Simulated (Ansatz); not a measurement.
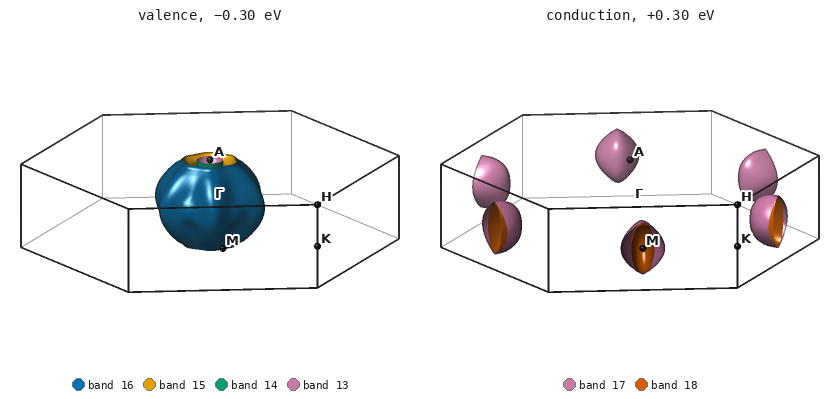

SiC (space group P6_3mc, No. 186): constant-energy surfaces at both band edges (energies from each edge).

Level of theory: Ansatz, DFT PBE, scalar-relativistic, plane waves, PAW; levels and slopes on a dense k mesh at the converged density. No spin polarisation. The levels come from a k mesh of 42×42×12 points. Unrelaxed database geometry (residual pressure 4 GPa). The cell comes from a database of computed structures, not from a measurement.

Masses come from a second pass at points close to the extrema; at the energies drawn a band may no longer be parabolic.

What kind of gap has this crystal, and what size does the calculation give?

The gap is indirect, 2.23 eV at this level of theory, which underestimates gaps and can reorder valleys that lie close.

Give the valleys and their effective masses.

Valence band (extrema up to 0.30 eV from the edge): one maximum at Γ, two bands meeting there, with masses of 0.31 and 3.59 mₑ along x, 0.31 and 3.62 mₑ along y and 1.63 mₑ along z. Band 16 forms the valence edge; band 15 meets it there, band 14 begins 0.05 eV lower (at Γ) and band 13 begins 0.21 eV lower (at A). The surfaces also take in A, where this band lies 0.21 eV below its edge. The surfaces have further parts: band 14 comes within 0.21 eV of the edge at A.
Conduction band (extrema up to 0.30 eV from the edge): three equivalent minima at M, principal masses 0.28, 0.31 and 0.56 mₑ. Band 17 forms the conduction edge; band 18 begins 0.13 eV higher (at M). Another band lies within 0.06 eV there, so the masses may hold only close to the extrema.

Where one band's surface lies inside another's, the outer one hides all or part of it.

Spin-orbit coupling, left out here, can split bands that meet at an edge and change their masses.
